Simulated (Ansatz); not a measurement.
Band edges of PbS (space group Cmcm, No. 63).

Input

```yaml
crystal:
  lattice:
    - [2.07995269, -5.99129686, 0.0]
    - [2.07995269, 5.99129686, 0.0]
    - [0.0, 0.0, 4.27932094]
  atoms:
    - { symbol: Pb, position: [0.86943665, 0.13056335, 0.75] }
    - { symbol: Pb, position: [0.13056335, 0.86943665, 0.25] }
    - { symbol: S, position: [0.64520291, 0.35479709, 0.75] }
    - { symbol: S, position: [0.35479709, 0.64520291, 0.25] }
basis:
  ecutwfc: 420
kpoints:
  mp_grid: { grid: [10, 10, 10] }
hamiltonian:
  xc: lda
scf:
  occupations: { method: gaussian, width: 0.05 }
output:
  forces: true
  eigenvalues: true
  eigenstates:
    nscf_kmesh: { grid: [20, 20, 18] }
    top_band: c6
    de_dk: true
    localisation: true
  stress: true
checkpoint:
  write: ck
  compress: false
  write_wavefunctions: false
  write_every: 100000
```

Launched as:

```sh
ansatz run input.yaml --threads 1 --pin off --max-ram 3072MiB --backend cpu --events-out ev --progress --plain --runs-dir out
```

The program printed:

```
Warning: RAYON_NUM_THREADS=1 ignored (pool sized by the plan → 1); use --threads N
Engine: ansatz 0.2.0, aarch64-unknown-linux-gnu
Pseudopotentials: kind: paw
Pseudopotential: Pb, paw, valence charge 14, recommended cutoff 420 eV (normal), Pb.paw.azcp
Pseudopotential: S, paw, valence charge 6, recommended cutoff 420 eV (normal), S.paw.azcp
Functional definition: SPW92
  exchange = slater_x
  correlation = pw_c
Crystal: 4 atoms, lattice volume = 106.654 Å³
Basis set: ecut = 420 eV, 2077 PW (Γ)
Bands: 24, of which v1, the nominal top of the filled ones, is band 20 counted from 1 (19 counted from 0)
Symmetry: 8 space group operations
Space group: Cmcm (ITA 63), of the structure as read, at distance tolerance 4.7e-5 Å
k-points: 186 of 1000
Non-local potential: Pb, projectors of the file, l = 0: 2, l = 1: 2, l = 2: 2, l = 3: 2
Non-local potential: S, projectors of the file, l = 0: 2, l = 1: 2, l = 2: 2
PAW form: soft (Blöchl's): semilocal exchange-correlation on the pseudo side does not see the compensation charge
PAW frozen core: Pb, regenerated for the run's functional, and the local potential with it (the file was generated under x = pbe(κ = 0.804, μ = 0.2195149727645171), c = pbe(β = 0.06672455060314922))
PAW frozen core: S, regenerated for the run's functional, and the local potential with it (the file was generated under x = pbe(κ = 0.804, μ = 0.2195149727645171), c = pbe(β = 0.06672455060314922))
PAW one-centre angular grid: Pb, 590 points (default); XC on 64 Gauss nodes
PAW one-centre angular grid: S, 110 points (default); XC on 64 Gauss nodes
Initial density: superposition of atomic densities (neutral atoms: chi_scale 0, normalization atom), corrected by the library's trained network
Initial wavefunctions: pseudopotential atomic-orbital guess
Functional: x = slater, c = lda
SCF iter   1: F=—  HF=-24945.696646 eV  |F-HF|=—  |Δ(HF+E_count)|=         —  Δρ=6.02e-3  dr2=5.58e-2  ethr=1.77e-3  ⟨swp⟩=6.9  Hψ=22268  notcnv=0
SCF iter   2: F=—  HF=-24945.679482 eV  |F-HF|=—  |Δ(HF+E_count)|=   1.72e-2  Δρ=2.68e-3  dr2=6.21e-3  ethr=1.40e-4  ⟨swp⟩=1.8  Hψ=6341  notcnv=0
SCF iter   3: F=—  HF=-24945.677408 eV  |F-HF|=—  |Δ(HF+E_count)|=   2.07e-3  Δρ=7.06e-4  dr2=5.39e-4  ethr=1.55e-5  ⟨swp⟩=2.0  Hψ=8170  notcnv=0
SCF iter   4: F=—  HF=-24945.677267 eV  |F-HF|=—  |Δ(HF+E_count)|=   1.42e-4  Δρ=1.86e-4  dr2=3.24e-5  ethr=1.35e-6  ⟨swp⟩=2.0  Hψ=5064  notcnv=0
SCF iter   5: F=—  HF=-24945.677265 eV  |F-HF|=—  |Δ(HF+E_count)|=   1.68e-6  Δρ=2.49e-5  dr2=6.40e-7  ethr=8.10e-8  ⟨swp⟩=2.2  Hψ=5718  notcnv=0
SCF iter   6: F=—  HF=-24945.677265 eV  |F-HF|=—  |Δ(HF+E_count)|=   2.51e-7  Δρ=6.00e-6  dr2=7.00e-8  ethr=1.60e-9  ⟨swp⟩=2.9  Hψ=8448  notcnv=0
SCF iter   7: F=—  HF=-24945.677265 eV  |F-HF|=—  |Δ(HF+E_count)|=   7.60e-9  Δρ=1.59e-6  dr2=3.49e-9  ethr=1.75e-10  ⟨swp⟩=2.0  Hψ=8184  notcnv=0
SCF iter   8: F=—  HF=-24945.677265 eV  |F-HF|=—  |Δ(HF+E_count)|=  7.28e-11  Δρ=3.00e-7  dr2=9.90e-11  ethr=8.73e-12  ⟨swp⟩=2.8  Hψ=8193  notcnv=0
SCF iter   9: F=-24945.677265 eV  HF=-24945.677265 eV  |F-HF|=7.28e-12  |Δ(HF+E_count)|=  7.28e-12  Δρ=7.12e-8  dr2=5.50e-12  ethr=1.00e-12  ⟨swp⟩=6.3  Hψ=22324  notcnv=0
SCF 1 converged in 9 iterations: F = -24945.677265 eV  dr2 = 5.50e-12
  greatest PAW one-centre occupation: 0.982 electrons in one spin orbital (limit 2), on the Pb atom at site 1 (counted from 0), in its partial waves of l = 2
NSCF: frozen V_eff on 1110 k-points
SCF converged after 9 iterations
Free energy (F): -24945.677265 eV
Harris-Foulkes:  -24945.677265 eV  (|F-HF|=7.28e-12)
Internal energy: -24945.677265 eV  (E = F + TS)
E sigma→0 (E₀):  -24945.677265 eV
Fermi energy:    7.709120 eV
--- Per-component energies (eV) ---
  E_band       = -135.023337
  E_kinetic    = 787.828672
  E_local      = -2533.955672  (includes V_loc(G=0)·N_el)
  E_nonlocal   = 767.371388
  E_hartree    = 982.211763
  E_xc         = -630.337834
  E_vxc        = -441.730405  (∫ρ·V_xc dr)
  E_paw        = -21339.701018  (= ΣΔE_a)
  E_vpaw       = -678.960862  (= ΣTr[D̂ρ^β])
  E_aug_tail   = 0.000092  (compensation charges beyond the density's cutoff)
  E_ewald      = -2979.245623
  E_core_change = 0.150968  (= ΣΔE_core)
  E_smearing   = -0.000000  (= −TS)
  E_closure    = -0.000000  (closes the sum)
  Σ components = -24945.677265   (vs F -24945.677265, Δ=0.00e0)
--- Forces (eV/Å), atoms counted from 1 ---
  atom   1  Pb     0.00000000     0.11026064     0.00000000
  atom   2  Pb     0.00000000    -0.11026064    -0.00000000
  atom   3  S      0.00000000    -0.05634549    -0.00000000
  atom   4  S      0.00000000     0.05634549     0.00000000
  max |Σ_I F_I| component: 6.94e-18 eV/Å
--- Stress (GPa, compression-positive) ---
       -3.588898       0.000000       0.000000
        0.000000      -3.088373      -0.000000
        0.000000      -0.000000      -3.839080
  P = ⅓ Tr σ = -3.5055 GPa (-35.055 kbar)
--- Band table (eV; the first three rows and the last of 186) ---
  k-point 0: bands = ["-9.1306", "-9.0247", "-9.0142", "-9.0114", "-8.9793", "-8.9748", "-8.9661", "-8.9564", "-8.9407", "-8.8971", "-5.7689", "-3.9278", "0.2680", "1.2463", "2.9507", "4.2430", "4.8114", "5.5439", "5.7289", "6.7106", "11.7487", "11.7981", "11.9409", "12.6478"]
  k-point 1: bands = ["-9.1241", "-9.0250", "-9.0167", "-9.0048", "-8.9790", "-8.9769", "-8.9739", "-8.9506", "-8.9388", "-8.9011", "-5.7110", "-3.9266", "0.1034", "1.1023", "3.0068", "4.4132", "4.8865", "5.6084", "5.8644", "6.6428", "11.5580", "11.6538", "11.8147", "12.1698"]
  k-point 2: bands = ["-9.1069", "-9.0266", "-9.0155", "-8.9939", "-8.9887", "-8.9859", "-8.9710", "-8.9436", "-8.9352", "-8.9123", "-5.5406", "-3.9414", "-0.2621", "0.7252", "3.1914", "4.7972", "5.1032", "5.7858", "6.2107", "6.4651", "10.8680", "10.9985", "11.0285", "11.9750"]
  k-point 185: bands = ["-9.0596", "-9.0596", "-8.9965", "-8.9965", "-8.9759", "-8.9759", "-8.9446", "-8.9446", "-8.9425", "-8.9425", "-4.4861", "-4.4861", "-0.9905", "-0.9905", "5.9890", "5.9890", "6.0002", "6.0002", "6.6687", "6.6687", "8.7706", "8.7706", "10.2684", "10.2684"]
--- Fermi surface from the table of eigenstates not read: on its mesh, or on one of the eight of every second point, the electrons fill whole bands (an insulator's do; a metal wants a denser output.eigenstates.nscf_kmesh) ---
```

Level of theory: DFT LDA, scalar-relativistic, plane waves, PAW; levels and slopes on a dense k mesh at the converged density (Ansatz). No spin polarisation. k mesh for the levels: 20×20×18. The geometry was not relaxed (residual pressure −4 GPa). The cell comes from a database of computed structures, not from a measurement.

Masses come from a second pass at points close to the extrema; at the energies drawn a band may no longer be parabolic.

The gap is indirect, 0.98 eV at this level of theory (semilocal functionals give gaps that are too small, and can reorder valleys that lie close).

Valence band: two equivalent maxima on the T–Y line, principal masses 0.13, 0.16 and 1.43 mₑ; two equivalent maxima on the Σ₀–Γ line, 0.10 eV below the edge, principal masses 0.17, 0.17 and 1.70 mₑ. Band 20 forms the valence edge; band 19 begins 0.17 eV lower (at Z). The surfaces also take in Z, where this band lies 0.17 eV below its edge, so they needn't be separate pockets.
Conduction band: two equivalent minima on the Y–C₀ line, principal masses 0.092, 1.28 and 2.68 mₑ; two equivalent minima on the Σ₀–Γ line, 0.06 eV above the edge, principal masses 0.14, 0.14 and 0.25 mₑ; two equivalent minima on the T–Y line, 0.06 eV above the edge, principal masses 0.12, 0.14 and 0.53 mₑ; four equivalent minima away from the named points and lines, 0.16 eV above the edge, principal masses 0.12, 0.18 and 2.12 mₑ. Band 21 forms the conduction edge. The surfaces also take in Y, where this band lies 0.01 eV above its edge, so they needn't be separate pockets.

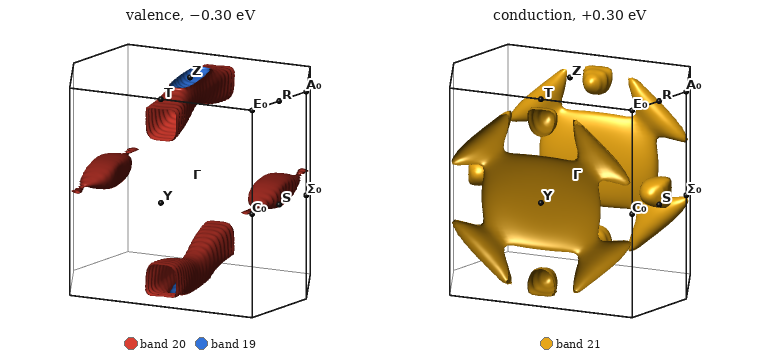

Constant-energy surfaces near the two band edges, measured from each edge.

Where one band's surface lies inside another's, the outer one hides all or part of it.

Spin-orbit coupling, left out here, can change the gap, its kind, the place of the band edges and the masses, since the compound holds Pb.

Cost: 2.9 min on 1 thread of Arm Neoverse V2, with other jobs on the host, peak memory 1.5 GiB.
